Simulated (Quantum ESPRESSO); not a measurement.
# 2H-MoS2, 2 layers, AA' stacking, stepped through the field along the normal, part 3 of 4

Wanted: a table for 2H-MoS2, 2 layers, AA' stacking against the field along the normal, and what can be fitted to it.

Quantum ESPRESSO 7.5; plane-wave DFT, PBE, GBRV ultrasoft pseudopotentials.

So far. Step 2 (Variable-cell relaxation of the reference):  The last row is no step: it is a fresh SCF in the final cell with a new plane-wave basis, +0 meV from the row before.

### 5. Band structure, 0 V/Å

Bands along a path place the edges.

Contents of m0.bands.in:

```
&control
  prefix = 'm0.bands'
  outdir = './out'
  pseudo_dir = './pseudo'
  calculation = 'bands'
  tefield = .true.
  dipfield = .true.
/
&system
  ibrav = 0
  nat = 6
  ntyp = 2
  ecutwfc = 40
  ecutrho = 200
  occupations = 'smearing'
  smearing = 'fd'
  degauss = 0.002
  edir = 3
  emaxpos = 0.97
  eopreg = 0.04
  eamp = 0.0
  nbnd = 32
/
&electrons
  conv_thr = 1e-07
  mixing_beta = 0.4
  electron_maxstep = 120
  mixing_mode = 'local-TF'
/
ATOMIC_SPECIES
  S   32.0600  s_pbe_v1.4.uspp.F.UPF
  Mo  95.9500  mo_pbe_v1.uspp.F.UPF
CELL_PARAMETERS angstrom
  3.15323070400000 0.00000000000000 0.00000000000000
  -1.57661535200000 2.73077789400000 0.00000000000000
  0.00000000000000 0.00000000000000 26.72519547600000
ATOMIC_POSITIONS crystal
  S   0.333333333300 0.666666666700 0.327074191300
  Mo  0.000000000000 0.000000000000 0.385679694200
  S   0.333333333300 0.666666666700 0.444247135500
  S   0.000000000000 0.000000000000 0.555752864500
  Mo  0.333333333300 0.666666666700 0.614320305800
  S   0.000000000000 0.000000000000 0.672925808700
K_POINTS crystal_b
4
  0.0000000000 0.0000000000 0.0000000000 10
  0.5000000000 0.0000000000 0.0000000000 10
  0.3333333333 0.3333333333 0.0000000000 10
  0.0000000000 0.0000000000 0.0000000000 1
```

On the command line:

```sh
cp -r out/m0.scf.save out/m0.bands.save
cp out/m0.scf.xml out/m0.bands.xml
OMP_NUM_THREADS=1 mpirun -n 4 pw.x -nk 4 -in m0.bands.in > m0.bands.out
```

The program printed:

```text
[banner, memory and clock lines left out]
Program PWSCF v.7.5 starts

          URL

     Presently no symmetry can be used with electric field

     Atomic positions and unit cell read from directory:
     ./out/m0.bands.save/

     G-vector sticks info

     bravais-lattice index     =            0
     lattice parameter (alat)  =       5.9587  a.u.
     unit-cell volume          =    1552.9577 (a.u.)^3
     number of atoms/cell      =            6
     number of atomic types    =            2
     number of electrons       =        52.00
     number of Kohn-Sham states=           32
     kinetic-energy cutoff     =      40.0000  Ry
     charge density cutoff     =     200.0000  Ry
     Exchange-correlation= SLA  PW   PBE  PBE
                           (   1   4   3   4   0   0   0)

     celldm(1)=   5.958742  celldm(2)=   0.000000  celldm(3)=   0.000000
     celldm(4)=   0.000000  celldm(5)=   0.000000  celldm(6)=   0.000000

     crystal axes: (cart. coord. in units of alat)
               a(1) = (   1.000000   0.000000   0.000000 )
               a(2) = (  -0.500000   0.866025   0.000000 )
               a(3) = (   0.000000   0.000000   8.475496 )

     reciprocal axes: (cart. coord. in units 2 pi/alat)
               b(1) = (  1.000000  0.577350 -0.000000 )
               b(2) = (  0.000000  1.154701  0.000000 )
               b(3) = (  0.000000 -0.000000  0.117987 )

     PseudoPot. # 1 for S  read from file:
     ./pseudo/s_pbe_v1.4.uspp.F.UPF
     Pseudo is Ultrasoft + core correction, Zval =  6.0
     Generated by new atomic code, or converted to UPF format
     Using radial grid of  907 points,  6 beta functions with:
                l(1) =   0
                l(2) =   0
                l(3) =   1
                l(4) =   1
                l(5) =   2
                l(6) =   2
     Q(r) pseudized with  8 coefficients,  rinner =    1.300   1.300   1.300
                                                       1.300   1.300

     PseudoPot. # 2 for Mo read from file:
     ./pseudo/mo_pbe_v1.uspp.F.UPF
     Pseudo is Ultrasoft + core correction, Zval = 14.0
     Generated by new atomic code, or converted to UPF format
     Using radial grid of  889 points,  6 beta functions with:
                l(1) =   0
                l(2) =   0
                l(3) =   1
                l(4) =   1
                l(5) =   2
                l(6) =   2
     Q(r) pseudized with  6 coefficients,  rinner =    1.000   1.000   1.000
                                                       1.000   1.000

     atomic species   valence    mass     pseudopotential
     S                 6.00    32.06000     S ( 1.00)
     Mo               14.00    95.95000     Mo( 1.00)

     No symmetry found

   Cartesian axes

     site n.     atom                  positions (alat units)
         1        S      tau(   1) = (  -0.0000000   0.5773503   2.7721161  )
         2        Mo     tau(   2) = (   0.0000000   0.0000000   3.2688269  )
         3        S      tau(   3) = (  -0.0000000   0.5773503   3.7652150  )
         4        S      tau(   4) = (   0.0000000   0.0000000   4.7102814  )
         5        Mo     tau(   5) = (  -0.0000000   0.5773503   5.2066695  )
         6        S      tau(   6) = (   0.0000000   0.0000000   5.7033803  )

     number of k points=    31  Fermi-Dirac smearing, width (Ry)=  0.0020
                       cart. coord. in units 2pi/alat
        k(    1) = (   0.0000000   0.0000000   0.0000000), wk =   0.0645161
        k(    2) = (   0.0500000   0.0288675   0.0000000), wk =   0.0645161
        k(    3) = (   0.1000000   0.0577350   0.0000000), wk =   0.0645161
        k(    4) = (   0.1500000   0.0866025   0.0000000), wk =   0.0645161
        k(    5) = (   0.2000000   0.1154701   0.0000000), wk =   0.0645161
        k(    6) = (   0.2500000   0.1443376   0.0000000), wk =   0.0645161
        k(    7) = (   0.3000000   0.1732051   0.0000000), wk =   0.0645161
        k(    8) = (   0.3500000   0.2020726   0.0000000), wk =   0.0645161
        k(    9) = (   0.4000000   0.2309401   0.0000000), wk =   0.0645161
        k(   10) = (   0.4500000   0.2598076   0.0000000), wk =   0.0645161
        k(   11) = (   0.5000000   0.2886751   0.0000000), wk =   0.0645161
        k(   12) = (   0.4833333   0.3175426   0.0000000), wk =   0.0645161
        k(   13) = (   0.4666667   0.3464102   0.0000000), wk =   0.0645161
        k(   14) = (   0.4500000   0.3752777   0.0000000), wk =   0.0645161
        k(   15) = (   0.4333333   0.4041452   0.0000000), wk =   0.0645161
        k(   16) = (   0.4166667   0.4330127   0.0000000), wk =   0.0645161
        k(   17) = (   0.4000000   0.4618802   0.0000000), wk =   0.0645161
        k(   18) = (   0.3833333   0.4907477   0.0000000), wk =   0.0645161
        k(   19) = (   0.3666667   0.5196152   0.0000000), wk =   0.0645161
        k(   20) = (   0.3500000   0.5484828   0.0000000), wk =   0.0645161
        k(   21) = (   0.3333333   0.5773503   0.0000000), wk =   0.0645161
        k(   22) = (   0.3000000   0.5196152   0.0000000), wk =   0.0645161
        k(   23) = (   0.2666667   0.4618802   0.0000000), wk =   0.0645161
        k(   24) = (   0.2333333   0.4041452   0.0000000), wk =   0.0645161
        k(   25) = (   0.2000000   0.3464102   0.0000000), wk =   0.0645161
        k(   26) = (   0.1666667   0.2886751   0.0000000), wk =   0.0645161
        k(   27) = (   0.1333333   0.2309401   0.0000000), wk =   0.0645161
        k(   28) = (   0.1000000   0.1732051   0.0000000), wk =   0.0645161
        k(   29) = (   0.0666667   0.1154701   0.0000000), wk =   0.0645161
        k(   30) = (   0.0333333   0.0577350   0.0000000), wk =   0.0645161
        k(   31) = (   0.0000000   0.0000000   0.0000000), wk =   0.0645161

     Dense  grid:    74369 G-vectors     FFT dimensions: (  27,  27, 240)

     Smooth grid:    52829 G-vectors     FFT dimensions: (  24,  24, 216)

     The potential is recalculated from file :
     ./out/m0.bands.save/charge-density

     negative rho (up, down):  3.443E-03 0.000E+00

     Adding external electric field

     Computed dipole along edir(3) :
        Dipole               -0.0000 Ry au,         -0.0000 Debye
        Dipole field         -0.0000 Ry au,

        Potential amp.        0.0000 Ry
        Total length         48.4832 bohr

     Starting wfcs are   42 randomized atomic wfcs

     Band Structure Calculation
     Davidson diagonalization with overlap
     c_bands:  4 eigenvalues not converged

     ethr =  1.92E-10,  avg # of iterations = 55.6

     End of band structure calculation

          k = 0.0000 0.0000 0.0000 (  6467 PWs)   bands (ev):

[...]
k = 0.4500 0.2598 0.0000 (  6642 PWs)   bands (ev):

   -59.1817 -59.1816 -33.5338 -33.5337 -33.2942 -33.2941 -33.2283 -33.2282
   -10.7113 -10.6287 -10.5007 -10.4452  -4.2679  -4.0934  -3.3187  -3.1571
    -2.6061  -2.2712  -1.5270  -1.4824  -0.3817  -0.2146   0.6242   0.7295
     0.8567   0.9597   3.9470   3.9799   4.3299   4.5054   5.3110   5.7724

          k = 0.5000 0.2887 0.0000 (  6632 PWs)   bands (ev):

   -59.1807 -59.1806 -33.5434 -33.5433 -33.2922 -33.2920 -33.2306 -33.2304
   -10.6424 -10.5694 -10.4705 -10.4287  -4.3302  -4.1558  -3.3748  -3.2216
    -2.6400  -2.3067  -1.5572  -1.5124  -0.3925  -0.2481   0.6562   0.7667
     0.9433   1.0050   3.9694   3.9946   4.4168   4.5613   5.3413   5.7994

          k = 0.4833 0.3175 0.0000 (  6642 PWs)   bands (ev):

   -59.1806 -59.1805 -33.5421 -33.5419 -33.2919 -33.2918 -33.2334 -33.2333
   -10.6364 -10.5638 -10.4666 -10.4253  -4.3134  -4.1395  -3.3800  -3.2370
    -2.6365  -2.3038  -1.5534  -1.5273  -0.3924  -0.2379   0.5282   0.6353
     1.0107   1.0820   3.9805   3.9917   4.4196   4.5694   5.3675   5.7980

          k = 0.4667 0.3464 0.0000 (  6662 PWs)   bands (ev):

   -59.1803 -59.1801 -33.5379 -33.5378 -33.2913 -33.2912 -33.2418 -33.2417
   -10.6186 -10.5474 -10.4550 -10.4152  -4.2633  -4.0910  -3.3968  -3.2823
    -2.6258  -2.2947  -1.5646  -1.5411  -0.3940  -0.2134   0.2667   0.3809
     1.1007   1.1808   3.9804   4.0035   4.4343   4.5946   5.4411   5.6358

          k = 0.4500 0.3753 0.0000 (  6652 PWs)   bands (ev):

   -59.1797 -59.1796 -33.5312 -33.5310 -33.2902 -33.2901 -33.2553 -33.2551
   -10.5903 -10.5214 -10.4367 -10.3992  -4.1810  -4.0119  -3.4283  -3.3544
    -2.6077  -2.2793  -1.6068  -1.5186  -0.4036  -0.1904  -0.0549   0.0715
     1.1682   1.2565   3.9541   4.0103   4.4787   4.6392   5.4048   5.5347

          k = 0.4333 0.4041 0.0000 (  6670 PWs)   bands (ev):

   -59.1790 -59.1789 -33.5219 -33.5218 -33.2889 -33.2888 -33.2732 -33.2731
   -10.5532 -10.4877 -10.4127 -10.3787  -4.0684  -3.9043  -3.4769  -3.4470
    -2.5813  -2.2587  -1.6364  -1.4856  -0.4751  -0.3617  -0.2980  -0.1571
     1.2215   1.3166   3.9059   3.9751   4.5660   4.7045   5.1615   5.4969

          k = 0.4167 0.4330 0.0000 (  6678 PWs)   bands (ev):

   -59.1783 -59.1781 -33.5103 -33.5102 -33.2946 -33.2944 -33.2874 -33.2872
   -10.5097 -10.4488 -10.3850 -10.3556  -3.9289  -3.7719  -3.5501  -3.5418
    -2.5460  -2.2362  -1.6428  -1.4473  -0.8127  -0.6579  -0.4285  -0.1744
     1.2742   1.3732   3.8326   3.8959   4.6772   4.7880   4.9475   5.3386

          k = 0.4000 0.4619 0.0000 (  6684 PWs)   bands (ev):

   -59.1774 -59.1773 -33.4967 -33.4966 -33.3183 -33.3182 -33.2858 -33.2856
   -10.4631 -10.4082 -10.3556 -10.3321  -3.7768  -3.6421  -3.6267  -3.6097
    -2.5028  -2.2185  -1.6255  -1.4352  -1.1503  -1.0237  -0.4727  -0.2105
     1.3358   1.4353   3.7369   3.7857   4.6761   4.8830   4.8984   5.1920

          k = 0.3833 0.4907 0.0000 (  6688 PWs)   bands (ev):

   -59.1767 -59.1765 -33.4815 -33.4813 -33.3430 -33.3429 -33.2843 -33.2841
   -10.4170 -10.3701 -10.3272 -10.3105  -3.7743  -3.6946  -3.5548  -3.4519
    -2.4561  -2.2212  -1.6180  -1.6082  -1.3467  -1.2669  -0.5208  -0.2718
     1.4091   1.5063   3.6277   3.6606   4.5476   4.9703   5.0194   5.0918

          k = 0.3667 0.5196 0.0000 (  6704 PWs)   bands (ev):

   -59.1760 -59.1759 -33.4654 -33.4653 -33.3670 -33.3669 -33.2830 -33.2829
   -10.3754 -10.3393 -10.3028 -10.2932  -3.8471  -3.7608  -3.3602  -3.2837
    -2.4169  -2.2888  -1.8589  -1.7503  -1.4437  -1.2539  -0.5593  -0.3533
     1.4870   1.5810   3.5207   3.5402   4.4476   4.9691   5.1131   5.1375

          k = 0.3500 0.5485 0.0000 (  6714 PWs)   bands (ev):

   -59.1756 -59.1755 -33.4504 -33.4503 -33.3874 -33.3873 -33.2821 -33.2820
   -10.3426 -10.3219 -10.2855 -10.2818  -3.8979  -3.8066  -3.1684  -3.1376
    -2.4582  -2.4097  -1.9661  -1.9396  -1.3825  -1.2595  -0.5654  -0.4435
     1.5517   1.6435   3.4390   3.4482   4.3908   4.9359   5.1842   5.2147

          k = 0.3333 0.5774 0.0000 (  6702 PWs)   bands (ev):

   -59.1754 -59.1753 -33.4430 -33.4429 -33.3968 -33.3967 -33.2818 -33.2817
   -10.3230 -10.3229 -10.2783 -10.2782  -3.9162  -3.8234  -3.0687  -3.0686
    -2.5726  -2.4294  -1.9931  -1.9930  -1.3079  -1.3079  -0.5234  -0.5234
     1.5784   1.6697   3.4098   3.4100   4.3737   4.9254   5.2284   5.2285

          k = 0.3000 0.5196 0.0000 (  6712 PWs)   bands (ev):

   -59.1762 -59.1761 -33.4600 -33.4599 -33.3705 -33.3704 -33.2833 -33.2832
   -10.3906 -10.3476 -10.3089 -10.2944  -3.8369  -3.7473  -3.3383  -3.2513
    -2.2815  -2.2325  -2.0066  -1.8266  -1.4837  -1.2502  -0.5364  -0.3256
     1.4641   1.5519   3.5202   3.5627   4.4188   4.9386   5.0438   5.1695

          k = 0.2667 0.4619 0.0000 (  6678 PWs)   bands (ev):

   -59.1787 -59.1786 -33.4711 -33.4710 -33.3293 -33.3292 -33.2883 -33.2882
   -10.5588 -10.4845 -10.3963 -10.3485  -3.6362  -3.5390  -3.5128  -3.4565
    -2.1021  -2.0844  -1.7570  -1.5749  -1.5230  -1.3060  -0.3041  -0.0652
     1.2153   1.2845   3.6892   3.8694   4.4638   4.7292   4.7689   5.0495

          k = 0.2333 0.4041 0.0000 (  6660 PWs)   bands (ev):

   -59.1832 -59.1830 -33.4603 -33.4602 -33.2971 -33.2969 -33.2878 -33.2877
   -10.8269 -10.7261 -10.5288 -10.4434  -3.6690  -3.5049  -3.1810  -3.1156
    -2.1812  -2.0372  -1.7968  -1.4825  -1.1106  -1.0213   0.0229   0.1901
     0.9919   1.0292   3.6177   4.0457   4.3735   4.4228   4.5642   4.9722

          k = 0.2000 0.3464 0.0000 (  6646 PWs)   bands (ev):

   -59.1893 -59.1892 -33.4269 -33.4268 -33.3091 -33.3090 -33.2493 -33.2491
   -11.1663 -11.0442 -10.6891 -10.5670  -3.6154  -3.3936  -2.6866  -2.6055
    -2.2573  -2.0739  -1.8517  -1.4943  -0.6295  -0.6182   0.3488   0.3985
     0.8584   0.8642   3.4103   3.8670   4.2361   4.3238   4.4295   4.8284

          k = 0.1667 0.2887 0.0000 (  6626 PWs)   bands (ev):

   -59.1966 -59.1965 -33.3746 -33.3744 -33.3235 -33.3233 -33.2153 -33.2152
   -11.5346 -11.3974 -10.8589 -10.7031  -3.5731  -3.2247  -2.3462  -2.2061
    -2.1123  -1.9703  -1.7134  -1.3978  -0.3205  -0.3177   0.5323   0.6252
     0.8252   0.8368   3.3556   3.7616   4.1062   4.2501   4.2716   4.6611

          k = 0.1333 0.2309 0.0000 (  6598 PWs)   bands (ev):

   -59.2044 -59.2042 -33.3387 -33.3386 -33.3108 -33.3107 -33.1870 -33.1868
   -11.8908 -11.7441 -11.0215 -10.8365  -3.6872  -3.1986  -2.1309  -2.0968
    -1.8387  -1.4740  -1.2222  -1.0911  -0.3261  -0.3109   0.5729   0.8067
     0.9962   1.0493   3.5081   3.8647   4.0874   4.1528   4.2043   4.5079

          k = 0.1000 0.1732 0.0000 (  6606 PWs)   bands (ev):

   -59.2117 -59.2116 -33.3531 -33.3529 -33.2453 -33.2452 -33.1648 -33.1647
   -12.2013 -12.0492 -11.1627 -10.9541  -3.9206  -3.3767  -1.7728  -1.7698
    -1.5534  -1.0667  -0.6615  -0.6028  -0.5262  -0.5157   0.5268   0.8681
     1.2102   1.4522   3.8034   4.0446   4.1311   4.2274   4.3072   4.4082

          k = 0.0667 0.1155 0.0000 (  6566 PWs)   bands (ev):

   -59.2177 -59.2175 -33.3648 -33.3647 -33.1886 -33.1884 -33.1490 -33.1489
   -12.4409 -12.2861 -11.2716 -11.0457  -4.1559  -3.5984  -1.3818  -1.3733
    -1.2239  -0.7503  -0.7401  -0.6437  -0.2029  -0.1684   0.4151   0.8029
     1.3346   1.8146   4.1910   4.2344   4.2406   4.4026   4.4351   4.5258

          k = 0.0333 0.0577 0.0000 (  6540 PWs)   bands (ev):

   -59.2216 -59.2215 -33.3725 -33.3724 -33.1501 -33.1499 -33.1396 -33.1395
   -12.5919 -12.4359 -11.3402 -11.1037  -4.3205  -3.7601  -1.0730  -1.0649
    -0.9141  -0.9013  -0.8939  -0.1952   0.0718   0.0992   0.2697   0.5975
     1.3737   2.0324   4.3890   4.3931   4.5241   4.5529   4.5687   4.5870

          k = 0.0000 0.0000 0.0000 (  6467 PWs)   bands (ev):

   -59.2230 -59.2228 -33.3752 -33.3751 -33.1364 -33.1364 -33.1363 -33.1363
   -12.6434 -12.4871 -11.3636 -11.1235  -4.3789  -3.8182  -0.9551  -0.9551
    -0.9477  -0.9477  -0.7673   0.1607   0.1607   0.1865   0.1865   0.3286
     1.3789   2.0987   4.4518   4.4518   4.4721   4.4721   4.6618   4.6618

     XML data file, pseudopotentials, collected wavefunctions

                                        0.00s GPU  (     543 calls)
```

Wall time 45 s (4 MPI ranks of Arm Neoverse V1, shared host); peak memory 0.4 GiB.

Band numbers count within the set of bands kept for display. The electronic bands at the labelled points (eV, zero at the highest filled level of the SCF mesh; v1 is the highest filled band, c1 the lowest empty one):

```csv
point,v4,v3,v2,v1,c1,c2,c3,c4
Γ,-1.91,-1.77,-0.72,0.00,2.35,2.35,2.37,2.37
M,-1.44,-1.33,-1.16,-1.09,1.87,1.90,2.32,2.46
K,-2.62,-2.62,-0.52,-0.43,1.31,1.31,2.28,2.83
Γ,-1.91,-1.77,-0.72,0.00,2.35,2.35,2.37,2.37
```

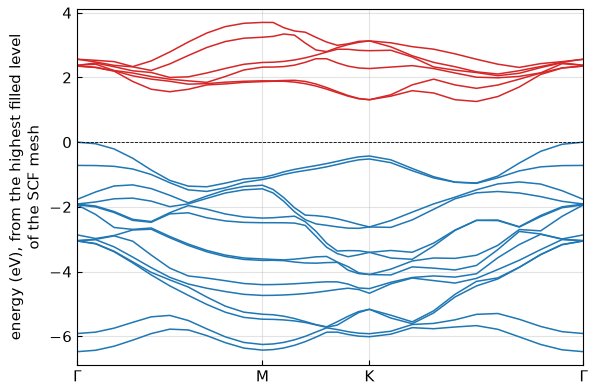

Electronic bands along the path; lines of filled and empty bands in two colours.

Along this path the valence top lies at Γ and the conduction bottom between K and Γ.

### 6. SCF with pw.x, 0.05 V/Å

Contents of m1.scf.in:

```
&control
  prefix = 'm1.scf'
  outdir = './out'
  pseudo_dir = './pseudo'
  calculation = 'scf'
  tprnfor = .true.
  tefield = .true.
  dipfield = .true.
/
&system
  ibrav = 0
  nat = 6
  ntyp = 2
  ecutwfc = 40
  ecutrho = 200
  occupations = 'smearing'
  smearing = 'fd'
  degauss = 0.002
  edir = 3
  emaxpos = 0.97
  eopreg = 0.04
  eamp = 0.00097235
  nbnd = 32
/
&electrons
  conv_thr = 1e-09
  mixing_beta = 0.4
  electron_maxstep = 120
  mixing_mode = 'plain'
  startingpot = 'file'
/
ATOMIC_SPECIES
  S   32.0600  s_pbe_v1.4.uspp.F.UPF
  Mo  95.9500  mo_pbe_v1.uspp.F.UPF
CELL_PARAMETERS angstrom
  3.15323070400000 0.00000000000000 0.00000000000000
  -1.57661535200000 2.73077789400000 0.00000000000000
  0.00000000000000 0.00000000000000 26.72519547600000
ATOMIC_POSITIONS crystal
  S   0.333333333300 0.666666666700 0.327074191300
  Mo  0.000000000000 0.000000000000 0.385679694200
  S   0.333333333300 0.666666666700 0.444247135500
  S   0.000000000000 0.000000000000 0.555752864500
  Mo  0.333333333300 0.666666666700 0.614320305800
  S   0.000000000000 0.000000000000 0.672925808700
K_POINTS automatic
  12 12 1 0 0 0
```

On the command line:

```sh
cp -r out/m0.scf.save out/m1.scf.save
OMP_NUM_THREADS=1 mpirun -n 4 pw.x -nk 4 -in m1.scf.in > m1.scf.out
```

The program printed:

```text
[banner, memory and clock lines left out]
Program PWSCF v.7.5 starts
[...]
number of electrons       =        52.00
     number of Kohn-Sham states=           32
     kinetic-energy cutoff     =      40.0000  Ry
     charge density cutoff     =     200.0000  Ry
[...]
number of k points=    74  Fermi-Dirac smearing, width (Ry)=  0.0020
[...]
Dense  grid:    74369 G-vectors     FFT dimensions: (  27,  27, 240)
[...]
The initial density is read from file :
[...]
negative rho (up, down):  3.443E-03 0.000E+00
[...]
Starting wfcs are   42 randomized atomic wfcs
[...]
negative rho (up, down):  3.443E-03 0.000E+00
[...]
estimated scf accuracy    <       0.00467828 Ry
[...]
negative rho (up, down):  3.444E-03 0.000E+00
[...]
estimated scf accuracy    <       0.06062324 Ry
[...]
negative rho (up, down):  3.443E-03 0.000E+00
[...]
estimated scf accuracy    <       0.00005188 Ry
[...]
negative rho (up, down):  3.443E-03 0.000E+00
[...]
estimated scf accuracy    <       0.00001155 Ry
[...]
negative rho (up, down):  3.443E-03 0.000E+00
[...]
estimated scf accuracy    <       0.00000506 Ry
[...]
negative rho (up, down):  3.443E-03 0.000E+00
[...]
estimated scf accuracy    <       0.00000119 Ry
[...]
negative rho (up, down):  3.443E-03 0.000E+00
[...]
estimated scf accuracy    <       0.00000024 Ry
[...]
negative rho (up, down):  3.443E-03 0.000E+00
[...]
estimated scf accuracy    <       0.00000003 Ry
[...]
negative rho (up, down):  3.443E-03 0.000E+00
[...]
estimated scf accuracy    <          5.0E-09 Ry
[...]
negative rho (up, down):  3.443E-03 0.000E+00
[...]
Computed dipole along edir(3) :
        Dipole                0.0464 Ry au,          0.1181 Debye
        Dipole field          0.0004 Ry au,
        E field amplitude [Ha a.u.]:  9.7235E-04
        Potential amp.        0.0578 Ry
        Total length         48.4832 bohr
[...]
the Fermi energy is     2.7502 ev
!    total energy              =    -375.45845930 Ry
     estimated scf accuracy    <          3.5E-10 Ry
     smearing contrib. (-TS)   =      -0.00000000 Ry
     internal energy E=F+TS    =    -375.45845930 Ry
[...]
one-electron contribution =   -3237.96572617 Ry
     hartree contribution      =    1624.76637267 Ry
     xc contribution           =     -72.64553204 Ry
     ewald contribution        =    1310.38649911 Ry
     electric field correction =      -0.00007287 Ry
     convergence has been achieved in  10 iterations
     negative rho (up, down):  3.443E-03 0.000E+00
[...]
Total force =     0.007262     Total SCF correction =     0.000083
[...]
```

It took 1.9 min on 4 MPI ranks; peak memory 0.79 GiB.

Numbers from this step:

```
free energy                          : -5108.3726 eV
Fermi energy                         : 2.750 eV
dipole along the normal              : 0.02459 e·Å
valence top, on the run's zero       : 2.107 eV
conduction bottom, on the run's zero : 3.363 eV
gap by band count                    : 1.255 eV
```

[end of part 3 of 4]

[Logs are printed without paths, hosts, clocks, repeated set-up lines and the standing remarks that a program may print on its own settings, such as how far it seeks lower states.]

[Hosts, paths, dates, database ids (printed as entryN), source tags and the programs' standing remarks are cut or masked in the printed files.]

[Maps of the electrostatic potential energy from Ansatz leave out the sawtooth potential of an applied field or a dipole correction, so their vacuum need not be flat; planar profiles and work functions include it.]
